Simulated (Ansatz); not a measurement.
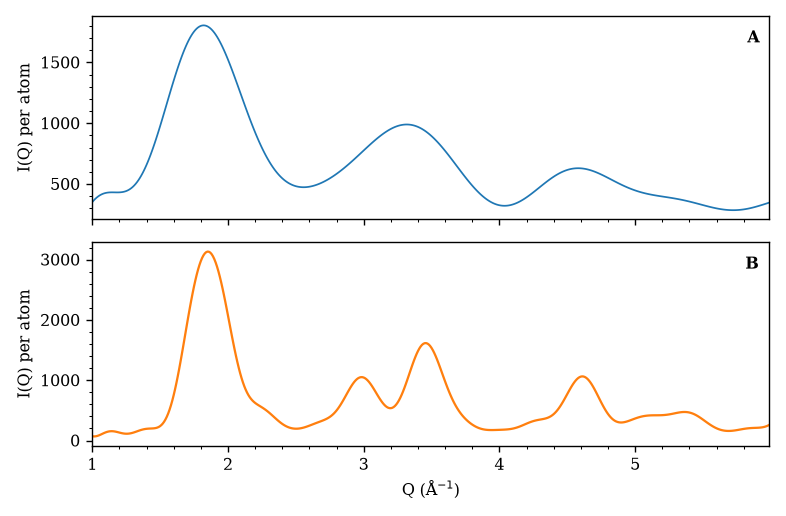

X-ray scattering of spheres cut from the crystal structure of Sr (P-3m1, a = 4.265 Å, b = 4.265 Å, c = 34.861 Å, α = 90.00°, β = 90.00°, γ = 120.00°), calculated atom by atom with the Debye equation (B = 0.5 Å², no relaxation of the surface). Basis of the simulation: the geometry relaxed with DFT PBE, scalar-relativistic, plane waves, PAW in Ansatz; the starting structure was generated, so it need not be a known form of this composition.

### The spheres are 10 and 28 Å across. Which curve is which?

curve A: 10 Å (13 atoms); curve B: 28 Å (204 atoms). Peak widths go roughly as 2π/D, so the largest sphere has the sharpest peaks.

### Index the main peaks of the largest sphere.

Q ≈ 1.85 Å⁻¹: 012 + 0 0 10 + 104/014; Q ≈ 2.98 Å⁻¹: 110 + 1 0 14/0 1 14.
